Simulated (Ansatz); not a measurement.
# Run report: Ga3AsP2, band-structure calculation

The run: band-structure calculation of Ga3AsP2 (I-4m2, 6 atoms in the cell). Method and program: DFT PBE, scalar-relativistic, plane waves, PAW, no spin polarisation (Ansatz 0.2.0).

The structure was made by a generator, so it may or may not be a known phase. Figures and captions count atoms from 1; the log counts them from 0 in places.

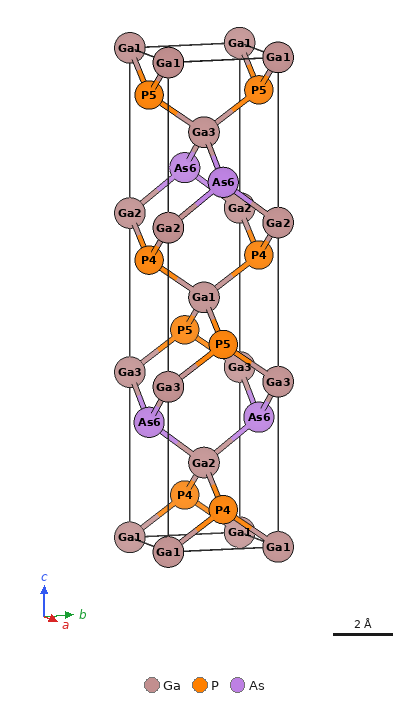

The input geometry (ball-and-stick view of the cell 2 times as large as that of the calculation, set on its symmetry axes, seen slightly off an axis; atoms are numbered from 1 in the order of the input). An atom can appear more than once, as a periodic image. Near neighbours in the periodic cell (some may lie outside the picture): Ga has 4 P at 2.40 Å; Ga has 2 As at 2.46 Å and 2 P at 2.40 Å; P has 4 Ga at 2.40 Å; As has 4 Ga at 2.46 Å.

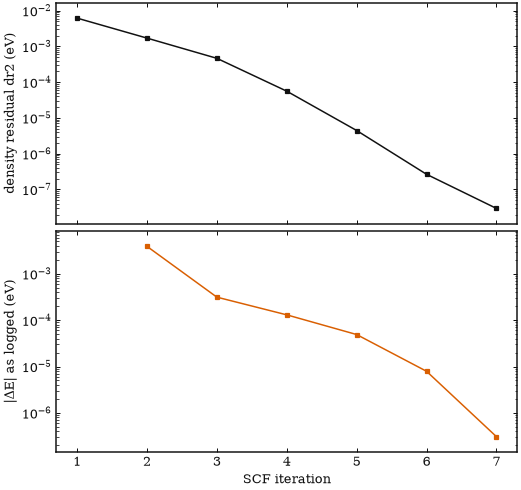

Convergence of the self-consistent field: density residual dr2 and size of the energy change against the SCF iteration. The residual falls at every step.

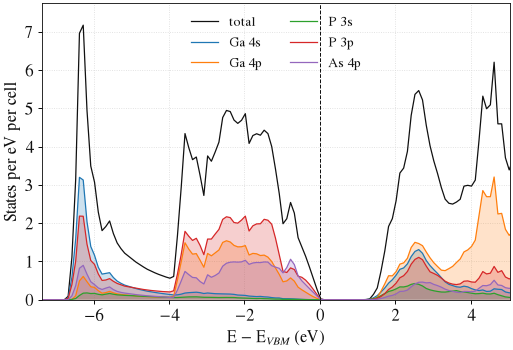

Density of states (projected on Löwdin-orthogonalised atomic shells), with energies from the valence-band top. There is a gap of 1.04 eV on the k-point mesh.

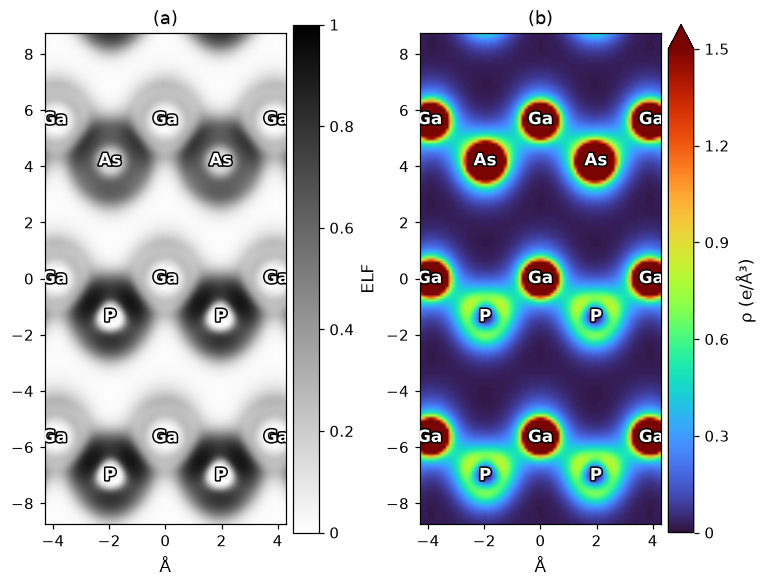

(a) ELF; (b) valence pseudo-density on the (010) plane of the conventional cell. Atoms in the plane: Ga, P and As. Ga–P (2.40 Å): the density is about 0.52 e/Å³ at the midpoint; the ELF is about 0.75 at the midpoint. Ga–As (2.46 Å): ρ is about 0.49 e/Å³ halfway; the ELF peaks at about 0.80 between the atoms, which marks localised, shared-pair bonding. Away from the nuclei the density in this plane falls to 0.01 e/Å³ at its lowest. The strong features right at Ga lie inside the PAW spheres (semicore, d or f shells) and say nothing about bonding. Core electrons are frozen (PAW), so the fields are smoothed inside the atomic spheres.

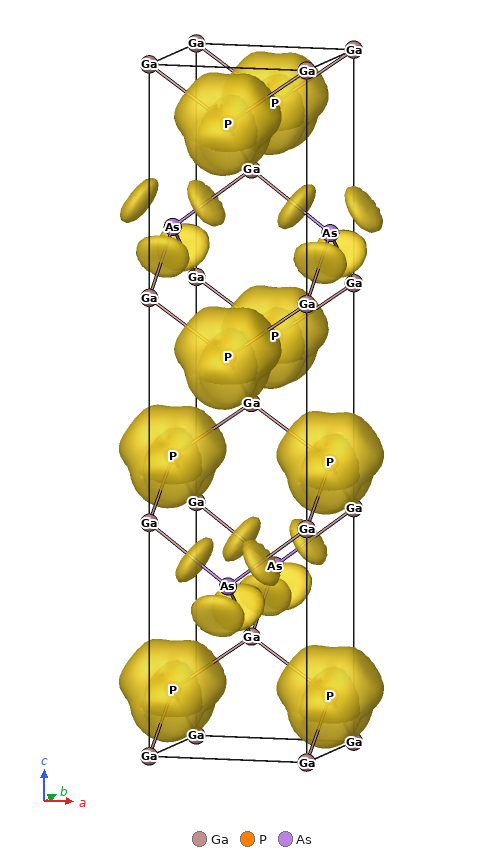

Isosurface of the electron localisation function at 0.7 (yellow), seen slightly off an axis. Only the valence region is drawn (cores and ρ < 0.01 e/Å³ removed). Sticks mark near contacts. The outline is the cell set on symmetry axes. Values along the shortest contacts: Ga–P (2.40 Å): the ELF is about 0.75 at the midpoint.

The input that produced these results follows, with the program's output.

### The input
```yaml
crystal:
  lattice:
    - [-1.9735283107, 1.9735283107, 8.3829158382]
    - [1.9735283107, -1.9735283107, 8.3829158382]
    - [1.9735283107, 1.9735283107, -8.3829158382]
  atoms:
    - { symbol: Ga, position: [0.0, 0.0, 0.0] }
    - { symbol: Ga, position: [0.6625269662, 0.6625269662, 0.0] }
    - { symbol: Ga, position: [0.3374730338, 0.3374730338, 0.0] }
    - { symbol: P, position: [0.5813004453, 0.0813004453, 0.5] }
    - { symbol: P, position: [0.9186995547, 0.4186995547, 0.5] }
    - { symbol: As, position: [0.25, 0.75, 0.5] }
basis:
  ecutwfc: 420
kpoints:
  mp_grid: { grid: [10, 10, 10] }
  band_path:
    path:
      - [[0.0, 0.0, 0.0], [0.0, 0.0, 0.5], [0.25, 0.25, 0.25], [0.0, 0.5, 0.0], [0.0, 0.0, 0.0], [0.5, 0.5, -0.5], [0.26385596, 0.73614404, -0.26385596]]
      - [[-0.26385596, 0.26385596, 0.26385596], [0.0, 0.0, 0.0]]
      - [[0.0, 0.0, 0.5], [-0.02771191, 0.02771191, 0.5]]
      - [[0.5, 0.5, -0.02771191], [0.5, 0.5, -0.5]]
    npoints: 14
hamiltonian:
  xc: pbe
scf:
  occupations: { method: gaussian, width: 0.02 }
  n_extra_bands: 15
output:
  forces: true
  stress: true
  eigenvalues: true
  populations: true
  dos: { projected: true, de: 0.02, nscf_kmesh: { grid: [15, 15, 15] } }
  bader: true
  write_density: true
  write_potential: true
  elf: true
  volumetric_format: npy
```

Run as:
```bash
ansatz run input.yaml --threads 1 --pin off --max-ram 2560MiB --backend cpu --events-out ev --progress --plain --runs-dir out
```

### What the program printed
```
basis.fft_grid_basis auto: the FFT boxes are laid along the combinations [[1, -1, 0], [0, 1, 0], [1, 0, 1]] of the cell's own vectors, 5.582, 8.835 and 3.947 Å long. The dense box has 40×60×27 points. Along the cell's own vectors, as sized, it would have 60×60×60, 3.33 times as many. Of the 8 symmetry operations that the crystal satisfies within crystal.symmetry.tolerance (time reversal apart; of a slab, those that keep its plane) the dense box along the cell's own vectors carries 8, and the one as laid loses 7 of those. basis.fft_grid_basis: typed keeps the cell's own vectors: state it where this run's energies or levels are differenced outside the engine with another run's, or held beside a run that keeps those vectors. Those combinations have planes normal to reciprocal vector 3, as the cell's own vectors have. Each planar average written beside output.write_density, output.write_potential has a row for each plane of the box: 27. The volumetric files lie along those combinations, not along the cell's own vectors: a cube or XSF file states them, and fields.json those of NumPy files.
scf.n_extra_bands = 15 over 32 filled bands (N_el = 64.0): the run solves 47 bands
Engine: ansatz 0.2.0, x86_64-unknown-linux-gnu
Pseudopotentials: kind: paw
Pseudopotential: Ga, paw, valence charge 13, recommended cutoff 420 eV (normal), Ga.paw.azcp
Pseudopotential: P, paw, valence charge 5, recommended cutoff 420 eV (normal), P.paw.azcp
Pseudopotential: As, paw, valence charge 15, recommended cutoff 420 eV (normal), As.paw.azcp
Functional definition: PBE
  parameter kappa = 0.804
  parameter beta = 0.06672455060314922
  exchange = pbe_x(kappa = kappa, mu = beta*pi^2/3)
  correlation = pbe_c(beta = beta)
Crystal: 6 atoms, lattice volume = 130.600 Å³
Basis set: ecut = 420 eV, 2545 PW (Γ), FFT grids on a1−a2, a2, a1+a3, exchange–correlation on 80×120×54 points (8 copies of the dense FFT grid, shifted against one another)
Bands: 47, of which v1, the nominal top of the filled ones, is band 32 counted from 1 (31 counted from 0)
Symmetry: 8 space group operations
Space group: I-4m2 (ITA 119), of the structure as read, at distance tolerance 5.1e-5 Å
k-points: 102 of 1000 (time reversal used)
Non-local potential: Ga, projectors of the file, l = 0: 2, l = 1: 2, l = 2: 3, l = 3: 1
Non-local potential: P, projectors of the file, l = 0: 2, l = 1: 2, l = 2: 2
Non-local potential: As, projectors of the file, l = 0: 2, l = 1: 2, l = 2: 3, l = 3: 1
PAW form: soft (Blöchl's): semilocal exchange-correlation on the pseudo side does not see the compensation charge
PAW one-centre angular grid: Ga, 590 points (default); XC on 64 Gauss nodes
PAW one-centre angular grid: P, 110 points (default); XC on 64 Gauss nodes
PAW one-centre angular grid: As, 590 points (default); XC on 64 Gauss nodes
Initial density: superposition of atomic densities (neutral atoms: chi_scale 0, normalization atom), corrected by the library's trained network
Initial wavefunctions: pseudopotential atomic-orbital guess
Functional: x = pbe(κ = 0.804, μ = 0.2195149727645171), c = pbe(β = 0.06672455060314922)
SCF iter   1: F=—  HF=-17718.937412 eV  |F-HF|=—  |Δ(HF+E_count)|=         —  Δρ=1.73e-3  dr2=6.15e-3  ethr=1.77e-3  ⟨swp⟩=6.7  Hψ=21144  notcnv=0  defer=135
preconditioner: auto → Resta (q_TF=auto, 2.423 Å⁻¹)  ε∞=3.2  [insulator: Δε(μ)=1.038 eV  Ē_g=16.178 eV  σ=0.020 eV  W_gap=1.00  n_scr=34 (ndim 8)  ℏωp=23.9 eV  f_vac=0.037  D(μ)=0.00/eV (n_scr^D=0)  ε∞_Penn≈3.2]
SCF iter   2: F=—  HF=-17718.933509 eV  |F-HF|=—  |Δ(HF+E_count)|=   3.90e-3  Δρ=1.16e-3  dr2=1.70e-3  ethr=9.60e-6  ⟨swp⟩=2.3  Hψ=9091  notcnv=0  defer=850
SCF iter   3: F=—  HF=-17718.933195 eV  |F-HF|=—  |Δ(HF+E_count)|=   3.13e-4  Δρ=4.50e-4  dr2=4.63e-4  ethr=2.65e-6  ⟨swp⟩=2.0  Hψ=6989  notcnv=0  defer=850
SCF iter   4: F=—  HF=-17718.933325 eV  |F-HF|=—  |Δ(HF+E_count)|=   1.30e-4  Δρ=1.99e-4  dr2=5.59e-5  ethr=7.23e-7  ⟨swp⟩=2.0  Hψ=5168  notcnv=0  defer=850
SCF iter   5: F=—  HF=-17718.933374 eV  |F-HF|=—  |Δ(HF+E_count)|=   4.89e-5  Δρ=4.79e-5  dr2=4.45e-6  ethr=8.73e-8  ⟨swp⟩=2.0  Hψ=6698  notcnv=0  defer=850
SCF iter   6: F=—  HF=-17718.933382 eV  |F-HF|=—  |Δ(HF+E_count)|=   7.89e-6  Δρ=1.80e-5  dr2=2.66e-7  ethr=6.95e-9  ⟨swp⟩=2.0  Hψ=7209  notcnv=0  defer=850
SCF iter   7: F=-17718.933382 eV  HF=-17718.933382 eV  |F-HF|=4.99e-8  |Δ(HF+E_count)|=   3.07e-7  Δρ=4.50e-6  dr2=2.96e-8  ethr=1.56e-10  ⟨swp⟩=16.7  Hψ=39092  notcnv=0
SCF 1 converged in 7 iterations: F = -17718.933382 eV  dr2 = 2.96e-8
  greatest PAW one-centre occupation: 0.999 electrons in one spin orbital (limit 2), on the As atom at site 5 (counted from 0), in its partial waves of l = 2
NSCF: frozen V_eff on 130 k-points
NSCF: frozen V_eff on 288 k-points
SCF converged after 7 iterations
Free energy (F): -17718.933382 eV
Harris-Foulkes:  -17718.933382 eV  (|F-HF|=4.99e-8)
Internal energy: -17718.933382 eV  (E = F + TS)
E sigma→0 (E₀):  -17718.933382 eV
Fermi energy:    7.590139 eV
--- Per-component energies (eV) ---
  E_band       = -455.558406
  E_kinetic    = 588.824342
  E_local      = -8798.631597  (includes V_loc(G=0)·N_el)
  E_nonlocal   = 671.840314
  E_hartree    = 4237.247332
  E_xc         = -408.386236
  E_vxc        = -373.375232  (∫ρ·V_xc dr)
  E_paw        = -8941.596493  (= ΣΔE_a)
  E_vpaw       = -1018.709627  (= ΣTr[D̂ρ^β])
  E_aug_tail   = -0.000333  (compensation charges beyond the density's cutoff)
  E_ewald      = -5068.230713
  E_smearing   = -0.000000  (= −TS)
  E_closure    = -0.000000  (closes the sum)
  Σ components = -17718.933382   (vs F -17718.933382, Δ=0.00e0)
--- Forces (eV/Å), atoms counted from 1 ---
  atom   1  Ga    -0.00000000     0.00000000     0.00000000
  atom   2  Ga    -0.00000000     0.00000000     0.00011519
  atom   3  Ga    -0.00000000     0.00000000    -0.00011519
  atom   4  P      0.00000000     0.00000000     0.00079899
  atom   5  P      0.00000000     0.00000000    -0.00079899
  atom   6  As     0.00000000     0.00000000    -0.00000000
  max |Σ_I F_I| component: 1.21e-17 eV/Å
--- Stress (GPa, compression-positive) ---
        0.014928       0.000000      -0.000000
        0.000000       0.014928       0.000000
       -0.000000       0.000000      -0.022468
  P = ⅓ Tr σ = 0.0025 GPa (0.025 kbar)
--- Band table (eV; the first three rows and the last of 102) ---
  k-point 0: bands = ["-27.8189", "-27.8189", "-27.8140", "-27.8122", "-27.8044", "-7.6285", "-7.6023", "-7.5434", "-7.5434", "-7.5311", "-7.4945", "-7.4945", "-7.4931", "-7.4826", "-7.4826", "-7.4619", "-7.4556", "-7.4438", "-7.4340", "-7.4312", "-5.2870", "-3.7753", "-3.5542", "1.9213", "1.9920", "4.7226", "4.7226", "5.0712", "5.0712", "7.0170", "7.0684", "7.0684", "8.1116", "8.6682", "8.8353", "9.8038", "9.9132", "10.8695", "10.8695", "10.9531", "14.9180", "14.9180", "15.0926", "15.0926", "15.2499", "15.6074", "15.8484"]
  k-point 1: bands = ["-27.8189", "-27.8189", "-27.8138", "-27.8121", "-27.8044", "-7.6251", "-7.6010", "-7.5535", "-7.5406", "-7.5263", "-7.4982", "-7.4975", "-7.4917", "-7.4857", "-7.4848", "-7.4620", "-7.4521", "-7.4427", "-7.4354", "-7.4326", "-5.1276", "-3.6725", "-3.4505", "1.7388", "1.7948", "4.3397", "4.5014", "4.9079", "5.0225", "5.7922", "6.5974", "6.6388", "9.2659", "9.4714", "9.5986", "10.3292", "10.4449", "10.4695", "11.4775", "11.5712", "13.2889", "13.3951", "14.8741", "15.0169", "15.4642", "16.0905", "16.4481"]
  k-point 2: bands = ["-27.8190", "-27.8190", "-27.8131", "-27.8119", "-27.8046", "-7.6198", "-7.6018", "-7.5787", "-7.5344", "-7.5135", "-7.5003", "-7.4983", "-7.4972", "-7.4881", "-7.4812", "-7.4651", "-7.4453", "-7.4422", "-7.4372", "-7.4370", "-4.6664", "-3.3974", "-3.1740", "1.3105", "1.3511", "3.6305", "3.7782", "4.0431", "5.0871", "5.2464", "5.8041", "5.8393", "9.4954", "10.3866", "10.7318", "10.8065", "11.4156", "11.5945", "12.0596", "12.1516", "12.8236", "13.0114", "14.3546", "14.7484", "14.8744", "15.9246", "16.1266"]
  k-point 101: bands = ["-27.8189", "-27.8189", "-27.8140", "-27.8122", "-27.8044", "-7.6396", "-7.5691", "-7.5556", "-7.5402", "-7.5402", "-7.5053", "-7.5053", "-7.4941", "-7.4751", "-7.4751", "-7.4616", "-7.4525", "-7.4453", "-7.4359", "-7.4296", "-4.9076", "-4.7894", "-2.6278", "0.4195", "4.4356", "4.4356", "4.5243", "4.6827", "5.9086", "5.9086", "6.2958", "6.2958", "8.6898", "8.7537", "9.5043", "9.9796", "10.4027", "10.4403", "12.2793", "12.2793", "12.3881", "12.3881", "14.5459", "14.5931", "16.7799", "17.0320", "17.1834"]
--- Löwdin populations: 6 sites ---
  site symbol       q [e]
     0     Ga     12.9426
     1     Ga     12.9428
     2     Ga     12.9428
     3      P      5.0066
     4      P      5.0066
     5     As     15.0188
  spilling = 0.002182 (of n_electrons = 64.000000)
--- Bader charges: 6 sites ---
  site symbol  charge [e]  shift [e]
     0     Ga      0.8341     0.0008
     1     Ga      0.7607     0.0006
     2     Ga      0.7607     0.0006
     3      P     -0.8325     0.0008
     4      P     -0.8325     0.0008
     5     As     -0.6906     0.0004
  estimated error of the sums over rays = 4.5e-4 e
```

### File bader_charges.tsv
```
# site	symbol	x_ang	y_ang	z_ang	partial_charge_e	electrons	volume_ang3	relative_density_drop	shared_charge_e	partial_wave_shift_e
# quadrature_error_electrons = 4.5e-4
0	Ga	0.0000	0.0000	0.0000	0.83414	30.16586	15.96	-	0.83414	0.00085
1	Ga	0.0000	0.0000	11.1078	0.76071	30.23929	16.58	-	0.76071	0.00062
2	Ga	0.0000	0.0000	5.6580	0.76070	30.23930	16.58	-	0.76070	0.00062
3	P	0.0000	1.9735	1.3631	-0.83247	15.83247	26.56	-	-0.83247	0.00082
4	P	0.0000	1.9735	7.0198	-0.83246	15.83246	26.56	-	-0.83246	0.00082
5	As	1.9735	0.0000	4.1915	-0.69062	33.69062	28.35	-	-0.69062	0.00044
```

### File populations.tsv
```
# site	symbol	l	j	q
# orbitals = lowdin
# n_electrons = 64.000000
# spilling = 0.002182
0	Ga	0_4S	-	1.107105
0	Ga	1_4P	-	1.849467
0	Ga	2_3D	-	9.986067
1	Ga	0_4S	-	1.116078
1	Ga	1_4P	-	1.840092
1	Ga	2_3D	-	9.986661
2	Ga	0_4S	-	1.116078
2	Ga	1_4P	-	1.840092
2	Ga	2_3D	-	9.986661
3	P	0_3S	-	1.357363
3	P	1_3P	-	3.649262
4	P	0_3S	-	1.357363
4	P	1_3P	-	3.649262
5	As	0_4S	-	1.468177
5	As	1_4P	-	3.553658
5	As	2_3D	-	9.996985
```

### Summary

- outcome: converged
- space group (tolerance 0.01 Å): I-4m2 (119)
- electrons treated: 64
- free energy: −17718.9334 eV
- Fermi energy: 7.590 eV
- gap on the k-point mesh: 1.04 eV
- gap on the band path: 1.04 eV
- pressure: 0.00 GPa
- largest force (length of the vector): 0.001 eV/Å
- hardware: 1 thread of Intel Xeon @ 2.50GHz (Skylake/Cascade Lake), 189 GiB of memory available, shared host
- wall time: 9.8 min
- peak memory: 1.2 GiB
